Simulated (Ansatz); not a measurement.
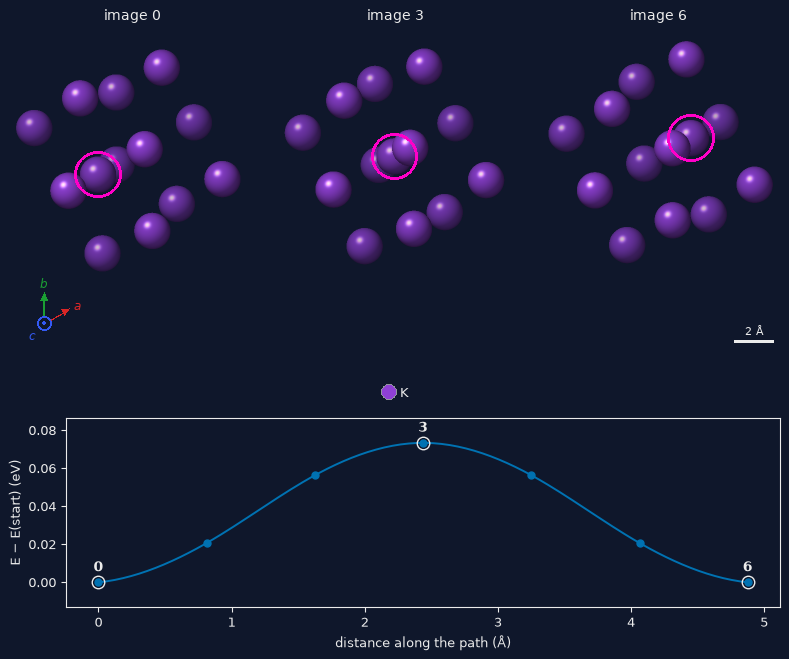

A search for the minimum-energy path of a defect cell of composition K with a K vacancy (23 atoms in the cell) by the nudged elastic band. Images are numbered from 0 (start) to 6 (end). The picture is a spheres-only view of the atoms within 6.2 Å of the middle of the path, seen along the c axis. The moving atom is ringed, with any periodic copies.

Computed with DFT PBEsol, scalar-relativistic, plane waves, PAW (Ansatz 0.2.0). Set-up: plane-wave cutoff 420 eV; k-point mesh 2 × 2 × 2; Gaussian smearing 0.1 eV; 5 movable images; no climbing image; force threshold 0.05 eV/Å; iteration limit 60.

### Read off the barrier and say what moves.

It is a vacancy jump: a nearby atom moves into the empty site and leaves its own site empty. A K atom travels furthest, 4.02 Å from end to end, along [3 0 −1], on a straight line. The barrier is about 0.073 eV in both directions, with image 3 at the top; the ends have the same energy. The band converged in 3 iterations. The largest component of the band force went from 0.09 to 0.0097 eV/Å. No image climbed, so the highest image needn't lie on the saddle point, and the true maximum along this path can be higher.
